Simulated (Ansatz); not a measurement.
**Cadmium, hcp: r²SCAN0 at the r²SCAN geometry**

Aim: see what exact exchange does to the levels, and what it costs. Spin polarisation is left out. The geometry was relaxed under r²SCAN beforehand and is kept. Exact exchange is dear, so the k-mesh is coarse, and r²SCAN is run on the same mesh for comparison.

Program: Ansatz 0.2.0. Level of theory: DFT, plane waves (500 eV) with PBE-made PAW files, scalar-relativistic; functionals as named at each step. These are calculated values, not measurements.

## Step 1: The starting structure

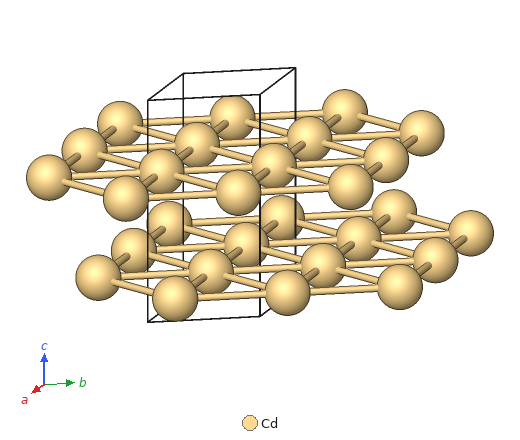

The structure, seen slightly off an axis (cadmium orange). 2×2×1 cells are drawn. Any atoms on the faces are drawn again on the opposite ones, and bonded neighbours outside are added.

As a file:

```xyz
2
Lattice="2.9509 0.0000 0.0000 -1.4755 2.5556 0.0000 0.0000 0.0000 5.8839" Properties=species:S:1:pos:R:3 pbc="T T T"
Cd    0.0000    1.7037    1.4710
Cd    1.4755    0.8519    4.4129
```

## Step 2: r²SCAN, coarse mesh

The run with r²SCAN.

Contents of input.yaml:

```yaml
crystal:
  lattice:
    - [2.9509006285, 0.0, 0.0]
    - [-1.4754503142, 2.5555549083, 0.0]
    - [0.0, 0.0, 5.8838547393]
  atoms:
    - { symbol: Cd, position: [0.3333333333, 0.6666666667, 0.25] }
    - { symbol: Cd, position: [0.6666666667, 0.3333333333, 0.75] }
hamiltonian:
  xc: r2scan
  pseudopotentials:
    kind: paw
    azcp:
      Cd: "pseudopotentials/Cd.paw.azcp"
basis:
  ecutwfc: 500
  fft_grid_basis: typed
kpoints:
  mp_grid: { grid: [6, 6, 3], shift: [0, 0, 0] }
magnetization:
  spin_polarized: false
scf:
  occupations: { method: fermi_dirac, width: 0.1 }
```

Standard output:

```text
Warning: RAYON_NUM_THREADS=4 ignored (pool sized by the plan → 4); use --threads N
Engine: ansatz 0.2.0, x86_64-unknown-linux-gnu
Pseudopotentials: kind: paw
Pseudopotential: Cd, paw, valence charge 20, recommended cutoff 500 eV (meta_gga), <dir>
Functional definition: r2SCAN
  parameter k0 = 0.174
  parameter k1 = 0.065
  parameter a1 = 4.9479
  exchange = r2scan_x(k0 = k0, k1 = k1, a1 = a1)
  correlation = r2scan_c
Crystal: 2 atoms, lattice volume = 44.371 Å³
Basis set: ecut = 500 eV, 1113 PW (Γ), exchange–correlation on 96×96×180 points (64 copies of the dense FFT grid, shifted against one another)
Bands: 24, of which v1, the nominal top of the filled ones, is band 20 counted from 1 (19 counted from 0)
Symmetry: 24 space group operations
Space group: P63/mmc (ITA 194), of the structure as read, at distance tolerance 3.5e-5 Å
k-points: 14 of 108
Non-local potential: Cd, projectors of the file, l = 0: 3, l = 1: 2, l = 2: 2, l = 3: 1
PAW form: soft (Blöchl's): semilocal exchange-correlation on the pseudo side does not see the compensation charge
PAW frozen core: Cd, regenerated for the run's functional (the file was generated under x = pbe(κ = 0.804, μ = 0.2195149727645171), c = pbe(β = 0.06672455060314922))
PAW one-centre angular grid: Cd, 590 points (default); XC on 160 Gauss nodes
Initial density: superposition of atomic densities (neutral atoms: chi_scale 0, normalization atom), corrected by the library's trained network
Initial wavefunctions: pseudopotential atomic-orbital guess
Functional: x = r2scan, c = r2scan; τ floored in thin density (d = 2e-4 eV/Å³)
SCF iter   1: F=—  HF=-16536.358793 eV  |F-HF|=—  |Δ(HF+E_count)|=         —  Δρ=6.25e-3  dr2=9.27e-3  dr2_τ=1.29e-2  ethr=1.77e-3  ⟨swp⟩=5.6  Hψ=1306  notcnv=0
preconditioner: auto → Kerker (q_TF=auto, 2.682 Å⁻¹)  [metal: Δε(μ)=0.049 eV  Ē_g=13.906 eV  σ=0.100 eV  W_gap=0.12  n_scr=22 (ndim 8)  ℏωp=27.3 eV  f_vac=0.000  D(μ)=1.28/eV (n_scr^D=4)]
SCF iter   2: F=—  HF=-16536.363804 eV  |F-HF|=—  |Δ(HF+E_count)|=   5.01e-3  Δρ=3.65e-3  dr2=3.07e-3  dr2_τ=5.20e-4  ethr=2.32e-5  ⟨swp⟩=1.9  Hψ=492  notcnv=0
SCF iter   3: F=—  HF=-16536.363602 eV  |F-HF|=—  |Δ(HF+E_count)|=   2.02e-4  Δρ=4.73e-4  dr2=6.44e-5  dr2_τ=5.20e-6  ethr=7.68e-6  ⟨swp⟩=2.0  Hψ=505  notcnv=0
SCF iter   4: F=—  HF=-16536.363644 eV  |F-HF|=—  |Δ(HF+E_count)|=   4.16e-5  Δρ=1.32e-4  dr2=1.04e-5  dr2_τ=5.14e-7  ethr=1.61e-7  ⟨swp⟩=3.0  Hψ=635  notcnv=0
SCF iter   5: F=—  HF=-16536.363651 eV  |F-HF|=—  |Δ(HF+E_count)|=   7.20e-6  Δρ=6.42e-5  dr2=2.20e-6  dr2_τ=1.97e-8  ethr=2.61e-8  ⟨swp⟩=2.1  Hψ=491  notcnv=0
SCF iter   6: F=—  HF=-16536.363654 eV  |F-HF|=—  |Δ(HF+E_count)|=   2.45e-6  Δρ=3.26e-5  dr2=4.63e-7  dr2_τ=9.36e-9  ethr=5.49e-9  ⟨swp⟩=2.1  Hψ=515  notcnv=0
SCF iter   7: F=-16536.363654 eV  HF=-16536.363654 eV  |F-HF|=4.98e-8  |Δ(HF+E_count)|=   5.66e-7  Δρ=8.93e-6  dr2=4.26e-8  dr2_τ=1.09e-9  ethr=2.50e-10  ⟨swp⟩=3.0  Hψ=789  notcnv=0
SCF 1 converged in 7 iterations: F = -16536.363654 eV  dr2 = 4.26e-8
SCF converged after 7 iterations
Free energy (F): -16536.363654 eV
Harris-Foulkes:  -16536.363654 eV  (|F-HF|=4.98e-8)
Internal energy: -16536.326422 eV  (E = F + TS)
E sigma→0 (E₀):  -16536.345038 eV
Entropy (-TS):   -0.037232 eV (-18.616 meV/atom)
Fermi energy:    14.604098 eV
--- Per-component energies (eV) ---
  E_band       = -857.165749
  E_kinetic    = 1010.814081
  E_local      = -6013.274563  (includes V_loc(G=0)·N_el)
  E_nonlocal   = 65.399967
  E_hartree    = 2827.749114
  E_xc         = -337.809249
  E_vxc        = -494.159388  (∫ρ·V_xc dr)
  E_paw        = -8208.560485  (= ΣΔE_a)
  E_vpaw       = -1116.673567  (= ΣTr[D̂ρ^β])
  E_aug_tail   = 0.000012  (compensation charges beyond the density's cutoff)
  E_vtau       = 35.228691  (kinetic-family band-sum trace: ∫τ·v_τ [+ j·A + Jᵃ·Aᵃ] dr)
  E_ewald      = -5879.515757
  E_core_change = -1.129541  (= ΣΔE_core)
  E_smearing   = -0.037232  (= −TS)
  E_closure    = 0.000000  (closes the sum)
  Σ components = -16536.363654   (vs F -16536.363654, Δ=0.00e0)
```

Wall time 0.52 s (4 threads of an x86-64 CPU, shared host); peak memory 0.48 GiB.

## Step 3: r²SCAN0 on the coarse mesh

The run with r²SCAN0.

Edit input.yaml of step 2 so:

```diff
@@ -9,3 +9,3 @@
 hamiltonian:
-  xc: r2scan
+  xc: r2scan0
   pseudopotentials:
```

Standard output:

```text
Warning: RAYON_NUM_THREADS=4 ignored (pool sized by the plan → 4); use --threads N
[... 3 set-up lines as earlier in the session ...]
Functional definition: r2SCAN0
  parameter a = 0.25
[... 3 set-up lines as earlier in the session ...]
  exchange = (1 - a)*r2scan_x(k0 = k0, k1 = k1, a1 = a1) + a*exact_x
[... 1 set-up line as earlier in the session ...]
Crystal: 2 atoms, lattice volume = 44.371 Å³
Basis set: ecut = 500 eV, 1113 PW (Γ), exchange–correlation on 96×96×180 points (64 copies of the dense FFT grid, shifted against one another)
Bands: 24, of which v1, the nominal top of the filled ones, is band 20 counted from 1 (19 counted from 0)
[... 2 set-up lines as earlier in the session ...]
k-points: 14 of 108
[... 2 set-up lines as earlier in the session ...]
PAW frozen core: Cd, regenerated for the run's functional, and the local potential with it (the file was generated under x = pbe(κ = 0.804, μ = 0.2195149727645171), c = pbe(β = 0.06672455060314922))
[... 3 set-up lines as earlier in the session ...]
Functional: x = r2scan, c = r2scan; τ floored in thin density (d = 2e-4 eV/Å³), warm-up for x = 0.75 r2scan + 0.25 exact, c = r2scan; τ floored in thin density (d = 2e-4 eV/Å³)
SCF iter   1: F=—  HF=-16536.358090 eV  |F-HF|=—  |Δ(HF+E_count)|=         —  Δρ=6.13e-3  dr2=7.59e-3  dr2_τ=1.36e-2  ethr=1.77e-3  ⟨swp⟩=8.5  Hψ=1427  notcnv=0
preconditioner: auto → Kerker (q_TF=auto, 2.682 Å⁻¹)  [metal: Δε(μ)=0.049 eV  Ē_g=13.903 eV  σ=0.100 eV  W_gap=0.12  n_scr=22 (ndim 8)  ℏωp=27.3 eV  f_vac=0.000  D(μ)=1.28/eV (n_scr^D=4)]
SCF iter   2: F=—  HF=-16536.363327 eV  |F-HF|=—  |Δ(HF+E_count)|=   5.24e-3  Δρ=3.61e-3  dr2=2.68e-3  dr2_τ=4.82e-4  ethr=1.90e-5  ⟨swp⟩=3.7  Hψ=738  notcnv=0  defer=4
iter 3 solved again at ethr=1.32e-7 eV; its pass at ethr=6.69e-6 eV (dr2=5.28e-5 eV) is discarded
SCF iter   3: F=—  HF=-16536.363239 eV  |F-HF|=—  |Δ(HF+E_count)|=   8.76e-5  Δρ=3.48e-4  dr2=5.08e-5  dr2_τ=5.78e-6  ethr=1.32e-7  ⟨swp⟩=3.6  Hψ=1461  notcnv=0  defer=1
SCF iter   4: F=—  HF=-16536.363292 eV  |F-HF|=—  |Δ(HF+E_count)|=   5.26e-5  Δρ=1.61e-4  dr2=1.02e-5  dr2_τ=3.77e-7  ethr=1.27e-7  ⟨swp⟩=3.1  Hψ=781  notcnv=0  defer=1
SCF iter   5: F=—  HF=-16536.363300 eV  |F-HF|=—  |Δ(HF+E_count)|=   7.64e-6  Δρ=6.73e-5  dr2=2.14e-6  dr2_τ=5.67e-8  ethr=2.55e-8  ⟨swp⟩=3.1  Hψ=695  notcnv=0  defer=1
SCF iter   6: F=—  HF=-16536.363301 eV  |F-HF|=—  |Δ(HF+E_count)|=   1.67e-6  Δρ=3.05e-5  dr2=5.15e-7  dr2_τ=6.82e-9  ethr=5.35e-9  ⟨swp⟩=3.1  Hψ=802  notcnv=0  defer=1
SCF iter   7: F=—  HF=-16536.363302 eV  |F-HF|=—  |Δ(HF+E_count)|=   8.37e-7  Δρ=1.01e-5  dr2=5.41e-8  dr2_τ=1.31e-9  ethr=1.29e-9  ⟨swp⟩=3.3  Hψ=708  notcnv=0  defer=1
SCF iter   8: F=—  HF=-16536.363302 eV  |F-HF|=—  |Δ(HF+E_count)|=   8.61e-8  Δρ=3.95e-6  dr2=8.50e-9  dr2_τ=2.60e-10  ethr=1.35e-10  ⟨swp⟩=3.3  Hψ=806  notcnv=0  defer=1
SCF iter   9: F=—  HF=-16536.363302 eV  |F-HF|=—  |Δ(HF+E_count)|=   1.09e-8  Δρ=1.57e-6  dr2=1.74e-9  dr2_τ=1.44e-11  ethr=2.12e-11  ⟨swp⟩=3.3  Hψ=727  notcnv=0  defer=1
SCF iter  10: F=-16536.363302 eV  HF=-16536.363302 eV  |F-HF|=6.55e-11  |Δ(HF+E_count)|=   1.21e-9  Δρ=2.91e-7  dr2=3.65e-11  dr2_τ=1.31e-12  ethr=4.34e-12  ⟨swp⟩=3.3  Hψ=807  notcnv=0  defer=1
SCF 1 converged in 10 iterations: F = -16536.363302 eV  dr2 = 3.65e-11
Initial density: handed on by an earlier stage of this run
Initial wavefunctions: those handed on with the density
Functional: x = 0.75 r2scan + 0.25 exact, c = r2scan; τ floored in thin density (d = 2e-4 eV/Å³)
Frozen-core exchange: fock
iter 1 solved again at ethr=1.01e-5 eV; its pass at ethr=1.00e-1 eV (dr2=4.06e-3 eV) is discarded
SCF iter   1: F=—  HF=-16535.736983 eV  |F-HF|=—  |Δ(HF+E_count)|=         —  Δρ=5.11e-3  dr2=1.35e-2  dr2_τ=1.74e-3  ethr=1.01e-5  ⟨swp⟩=4.6  Hψ=1751  notcnv=0
eigensolver tolerance schedule calibrated: the retry pair's looser diagonalisation under-reported the residual by θ = 0.55 (0.14/decade); ethr = c·dr2/N_el runs at the constant in force after the calibration composes with the one it found (an armed cap, an earlier calibration), c = 5.3e-2
preconditioner: auto → Kerker (q_TF=auto, 2.682 Å⁻¹)  [metal: Δε(μ)=0.103 eV  Ē_g=16.524 eV  σ=0.100 eV  W_gap=0.25  n_scr=22 (ndim 8)  ℏωp=27.3 eV  f_vac=0.000  D(μ)=0.96/eV (n_scr^D=2)]
SCF iter   2: F=—  HF=-16535.735657 eV  |F-HF|=—  |Δ(HF+E_count)|=   1.33e-3  Δρ=2.85e-3  dr2=7.04e-3  dr2_τ=3.41e-4  ethr=1.01e-5  ⟨swp⟩=3.0  Hψ=678  notcnv=0
SCF iter   3: F=—  HF=-16535.735239 eV  |F-HF|=—  |Δ(HF+E_count)|=   4.18e-4  Δρ=3.49e-4  dr2=4.34e-3  dr2_τ=1.38e-5  ethr=3.58e-6  ⟨swp⟩=3.1  Hψ=801  notcnv=0
SCF iter   4: F=—  HF=-16535.735264 eV  |F-HF|=—  |Δ(HF+E_count)|=   2.47e-5  Δρ=1.47e-4  dr2=1.07e-5  dr2_τ=3.07e-7  ethr=7.15e-8  ⟨swp⟩=3.0  Hψ=818  notcnv=0
SCF iter   5: F=—  HF=-16535.735266 eV  |F-HF|=—  |Δ(HF+E_count)|=   2.81e-6  Δρ=4.69e-5  dr2=1.14e-6  dr2_τ=4.38e-8  ethr=1.43e-8  ⟨swp⟩=3.0  Hψ=738  notcnv=0
SCF iter   6: F=-16535.735267 eV  HF=-16535.735267 eV  |F-HF|=7.59e-9  |Δ(HF+E_count)|=   2.48e-7  Δρ=1.59e-5  dr2=9.58e-8  dr2_τ=6.05e-9  ethr=1.53e-9  ⟨swp⟩=4.0  Hψ=985  notcnv=0
SCF 2 converged in 6 iterations: F = -16535.735267 eV  dr2 = 9.58e-8
hybrid outer 1: dexx = +9.889e-3 eV, tail = 8.83e-3 eV
Frozen-core exchange: fock
SCF iter   1: F=—  HF=-16535.748617 eV  |F-HF|=—  |Δ(HF+E_count)|=         —  Δρ=8.09e-4  dr2=1.87e-3  dr2_τ=6.86e-6  ethr=1.10e-4  ⟨swp⟩=2.4  Hψ=679  notcnv=0
preconditioner: auto → Kerker (q_TF=auto, 2.682 Å⁻¹)  [metal: Δε(μ)=0.167 eV  Ē_g=16.476 eV  σ=0.100 eV  W_gap=0.39  n_scr=22 (ndim 8)  ℏωp=27.3 eV  f_vac=0.000  D(μ)=0.74/eV (n_scr^D=2)]
SCF iter   2: F=—  HF=-16535.748619 eV  |F-HF|=—  |Δ(HF+E_count)|=   2.90e-6  Δρ=4.11e-4  dr2=1.53e-3  dr2_τ=2.99e-6  ethr=9.18e-7  ⟨swp⟩=3.0  Hψ=725  notcnv=0
SCF iter   3: F=—  HF=-16535.751807 eV  |F-HF|=—  |Δ(HF+E_count)|=   3.19e-3  Δρ=6.34e-4  dr2=1.22e-3  dr2_τ=2.29e-6  ethr=2.86e-7  ⟨swp⟩=3.3  Hψ=769  notcnv=0
SCF iter   4: F=—  HF=-16535.751769 eV  |F-HF|=—  |Δ(HF+E_count)|=   3.83e-5  Δρ=2.72e-4  dr2=9.07e-4  dr2_τ=3.08e-6  ethr=2.86e-7  ⟨swp⟩=3.0  Hψ=718  notcnv=0
SCF iter   5: F=-16535.754247 eV  HF=-16535.754401 eV  |F-HF|=1.54e-4  |Δ(HF+E_count)|=   2.63e-3  Δρ=9.38e-4  dr2=7.45e-4  dr2_τ=2.45e-6  ethr=1.01e-7  ⟨swp⟩=3.9  Hψ=891  notcnv=0
SCF 3 stopped early in 5 iterations: F = -16535.754247 eV  dr2 = 7.45e-4
hybrid outer 2: dexx = +1.279e-2 eV, tail = inf eV, Δε = 3.01e-1 eV (about 1.34e-1 eV left of the loop's levels)
Frozen-core exchange: fock
SCF iter   1: F=—  HF=-16535.754250 eV  |F-HF|=—  |Δ(HF+E_count)|=         —  Δρ=5.19e-4  dr2=2.11e-4  dr2_τ=2.68e-6  ethr=1.88e-5  ⟨swp⟩=2.4  Hψ=677  notcnv=0
preconditioner: auto → none  [insulator: Δε(μ)=0.552 eV  Ē_g=16.474 eV  σ=0.100 eV  W_gap=0.86  n_scr=22 (ndim 8)  ℏωp=27.3 eV  f_vac=0.000  D(μ)=0.26/eV (n_scr^D=0)]
iter 2 solved again at ethr=1.18e-8 eV; its pass at ethr=5.07e-7 eV (dr2=4.70e-6 eV) is discarded
SCF iter   2: F=—  HF=-16535.754243 eV  |F-HF|=—  |Δ(HF+E_count)|=   7.43e-6  Δρ=1.17e-4  dr2=1.46e-5  dr2_τ=2.21e-7  ethr=1.18e-8  ⟨swp⟩=3.8  Hψ=1482  notcnv=0
SCF iter   3: F=—  HF=-16535.754248 eV  |F-HF|=—  |Δ(HF+E_count)|=   5.36e-6  Δρ=3.86e-5  dr2=1.02e-5  dr2_τ=2.67e-8  ethr=1.18e-8  ⟨swp⟩=3.0  Hψ=774  notcnv=0
SCF iter   4: F=—  HF=-16535.754417 eV  |F-HF|=—  |Δ(HF+E_count)|=   1.69e-4  Δρ=4.14e-5  dr2=1.78e-6  dr2_τ=1.05e-8  ethr=9.18e-10  ⟨swp⟩=4.1  Hψ=1100  notcnv=0
SCF iter   5: F=—  HF=-16535.754417 eV  |F-HF|=—  |Δ(HF+E_count)|=   3.73e-7  Δρ=3.57e-6  dr2=4.44e-7  dr2_τ=3.35e-10  ethr=9.18e-10  ⟨swp⟩=3.1  Hψ=802  notcnv=0
SCF iter   6: F=—  HF=-16535.754418 eV  |F-HF|=—  |Δ(HF+E_count)|=   1.13e-6  Δρ=1.46e-5  dr2=1.47e-7  dr2_τ=9.72e-10  ethr=5.05e-12  ⟨swp⟩=4.4  Hψ=1264  notcnv=0
SCF iter   7: F=-16535.754418 eV  HF=-16535.754418 eV  |F-HF|=5.09e-11  |Δ(HF+E_count)|=   2.95e-8  Δρ=7.65e-7  dr2=2.38e-9  dr2_τ=5.74e-11  ethr=5.05e-12  ⟨swp⟩=4.0  Hψ=1085  notcnv=0
SCF 4 converged in 7 iterations: F = -16535.754418 eV  dr2 = 2.38e-9
hybrid outer 3: dexx = +3.514e-5 eV, tail = 3.89e-8 eV, Δε = 4.09e-2 eV (about 9.55e-4 eV left of the loop's levels)
hybrid SCF converged: 3 outer / 18 inner (+10 warm-up), last move |dexx| = 3.51e-5 eV, tail = 3.89e-8 eV
Stability not checked: this state was not tested for a lower state beside it, because the functional holds exact exchange (a hybrid, or Hartree-Fock), whose exchange loop this test does not read (fock_operator; see scf.lower_state_search)
Free energy (F): -16535.754418 eV
Frozen-core exchange: fock
Harris-Foulkes:  -16535.754418 eV  (|F-HF|=5.09e-11)
Internal energy: -16535.744207 eV  (E = F + TS)
E sigma→0 (E₀):  -16535.749312 eV
Entropy (-TS):   -0.010212 eV (-5.106 meV/atom)
Fermi energy:    14.543832 eV
--- Per-component energies (eV) ---
  E_band       = -970.784057
  E_kinetic    = 1013.282723
  E_local      = -6018.269799  (includes V_loc(G=0)·N_el)
  E_nonlocal   = 64.769562
  E_hartree    = 2832.986301
  E_xc         = -261.718478
  E_vxc        = -377.418519  (∫ρ·V_xc dr)
  E_exx        = -192.580801  (= α·E_x^exact, valence–valence)
  E_paw        = -8092.747403  (= ΣΔE_a)
  E_vpaw       = -958.704107  (= ΣTr[D̂ρ^β])
  E_aug_tail   = 0.000012  (compensation charges beyond the density's cutoff)
  E_vtau       = 24.744212  (kinetic-family band-sum trace: ∫τ·v_τ [+ j·A + Jᵃ·Aᵃ] dr)
  E_ewald      = -5879.515757
  E_core_change = -1.950566  (= ΣΔE_core)
  E_smearing   = -0.010212  (= −TS)
  E_closure    = -0.000000  (closes the sum)
  Σ components = -16535.754418   (vs F -16535.754418, Δ=3.64e-12)
--- Band table (eV; the first three rows and the last of 14) ---
  k-point 0: bands = ["-97.0994", "-97.0987", "-56.1718", "-56.1581", "-56.1014", "-56.1014", "-56.1006", "-56.1006", "1.7317", "1.9130", "2.4036", "2.4036", "2.4409", "2.4409", "2.9971", "2.9971", "3.1791", "3.1791", "3.6229", "9.4774", "10.3490", "24.3613", "29.0820"]
  k-point 1: bands = ["-97.0995", "-97.0991", "-56.1689", "-56.1615", "-56.1013", "-56.1013", "-56.1009", "-56.1009", "1.7784", "1.8702", "2.4066", "2.4066", "2.4257", "2.4257", "3.0497", "3.0497", "3.1407", "3.1407", "4.3172", "6.3741", "15.1116", "20.3902", "29.8020"]
  k-point 2: bands = ["-97.0980", "-97.0972", "-56.1692", "-56.1569", "-56.1192", "-56.1180", "-56.1062", "-56.1048", "1.9360", "2.0991", "2.3136", "2.4238", "2.6795", "2.7101", "2.7436", "2.8990", "2.9210", "3.1675", "4.4304", "10.0234", "11.5174", "25.0696", "25.3590"]
  k-point 13: bands = ["-97.0925", "-97.0925", "-56.1575", "-56.1575", "-56.1524", "-56.1509", "-56.1499", "-56.1499", "2.2988", "2.3063", "2.3063", "2.5258", "2.6267", "2.6267", "2.7146", "2.7327", "3.0930", "3.0930", "15.4498", "15.4498", "15.8018", "17.4771", "17.4771"]
  guard bands above this table: 1 of the run's 24 bands, where the rule asks 3: the bands that hold charge and the lowest empty level above them stay in the table. The solve was not asked for them (output.publish_guard_bands: true or output.eigenvalues: true publishes all)
```

Wall time 5.7 s (4 threads of an x86-64 CPU, shared host); peak memory 1.2 GiB.

## Step 4: The functionals compared

```
functional               gap on the mesh  Fermi energy (eV)  SCF cycles  exchange loops  CPU time
    r²SCAN  none (levels filled in part)             14.604           7               -     1.3 s
   r²SCAN0  none (levels filled in part)             14.544          28               3      18 s
```

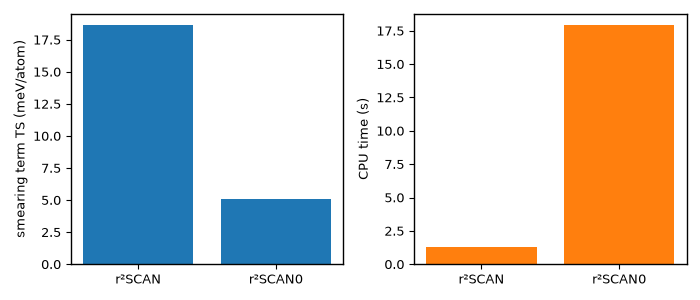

Smearing term and CPU time by functional.

## Step 5: What came out

| quantity | value |
| --- | --- |
| r²SCAN: gap | none (levels filled in part) |
| r²SCAN0: gap | none (levels filled in part) |
| r²SCAN0: SCF cycles, exchange loops | 28, 3 |
| r²SCAN0: CPU time over that of r²SCAN | 14 |

Neither r²SCAN nor r²SCAN0 shows a clean gap on this mesh. r²SCAN0 cost 14 times the CPU time of r²SCAN. The exchange operator of r²SCAN0 was renewed in 3 outer loops. The total energies in the logs cannot be compared from one functional to another.
